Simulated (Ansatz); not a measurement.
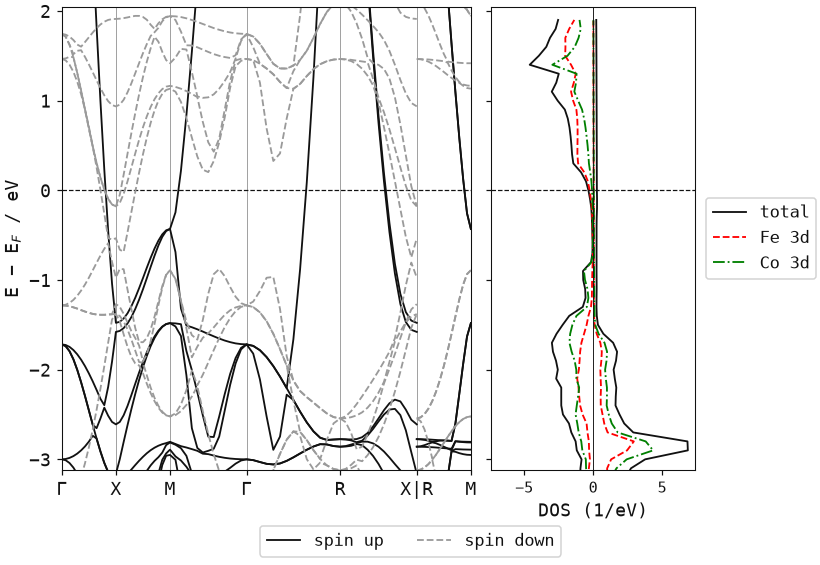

Band structure and density of states. Energies are counted from the Fermi level. The partial curves are projected on Löwdin-orthogonalised atomic shells. Spin-down states are drawn negative.

> What lattice type does the k path imply?

A simple cubic lattice: the path Γ–X–M–Γ–R–X|R–M runs through the special points of its Brillouin zone.

System: FeCo, space group Pm-3m, 2 atoms in the cell; a = 2.84 Å, b = 2.84 Å, c = 2.84 Å, α = 90.00°, β = 90.00°, γ = 90.00°.

Computed with Ansatz: DFT r2SCAN, scalar-relativistic, plane waves, PAW, spin-polarised, 14×14×14 k mesh, 500 eV cutoff.

> Metal, semiconductor or insulator?

A metal: 2 spin-up and 3 spin-down bands cross the Fermi level along this path.

> Which levels at M lie nearest to the Fermi level?

At M the nearest levels lie 0.43 eV below and 1.13 eV above the Fermi level.

> On which lines of the path do bands cross the Fermi level?

Bands cross the Fermi level on every line of the path.

The run may have settled in a state above the lowest, so this need not be the ground state.
